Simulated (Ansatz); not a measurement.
Start from this file.

```yaml
crystal:
  lattice:
    - [2.45642, 0.00000, 0.00000]
    - [-1.22821, 2.12732, 0.00000]
    - [0.00000, 0.00000, 3.96947]
  atoms:
    - { symbol: Co, position: [0.66667, 0.33333, 0.75000] }
    - { symbol: Co, position: [0.33333, 0.66667, 0.25000] }
```

Give a crystallographic description of this input.

Answer. The element is cobalt. It takes space group P6_3/mmc (No. 194) on a primitive hexagonal lattice. Among the common structure types it is hexagonal close-packed (Mg type). The cell holds two atoms. Each Co atom is coordinated by twelve Co in an anticuboctahedral arrangement at 2.44 to 2.46 Å. The bonds build a three-dimensional framework.

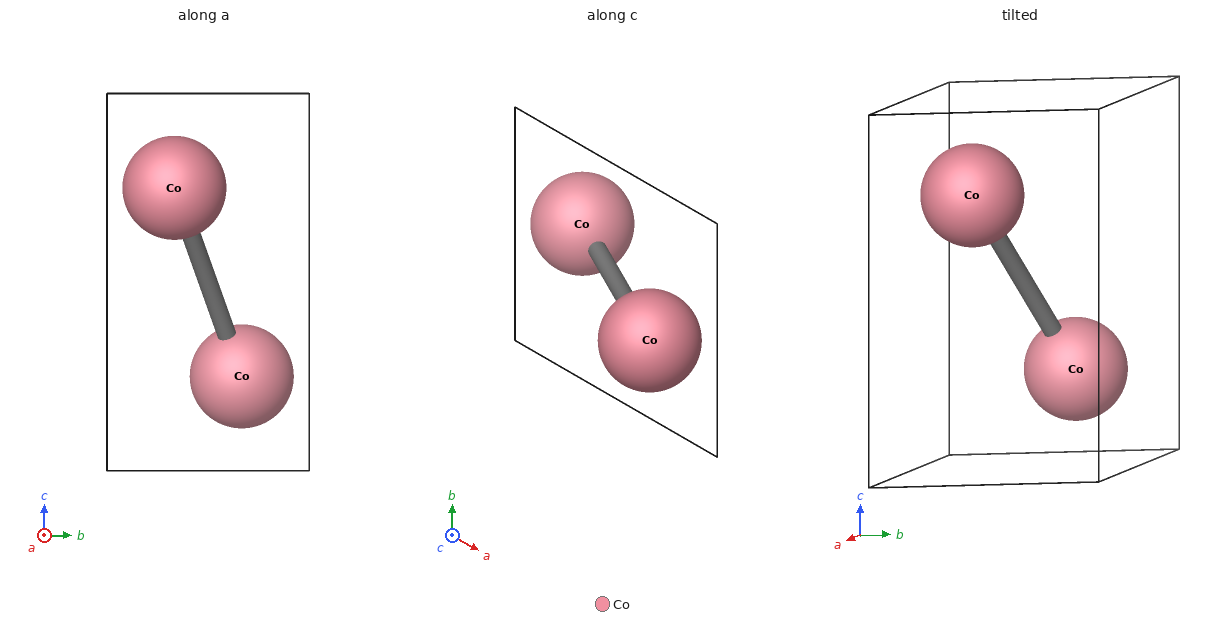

Ball-and-stick model, viewed along the a axis, along the c axis and slightly off an axis. The lines enclose the conventional unit cell; boundary atoms appear with their images. Colours: cobalt pink.

The cell started as a structure listed in the Materials Project. Earlier steps of the study may have refined or changed the cell and positions. An electronic-structure calculation with Ansatz was run on it.
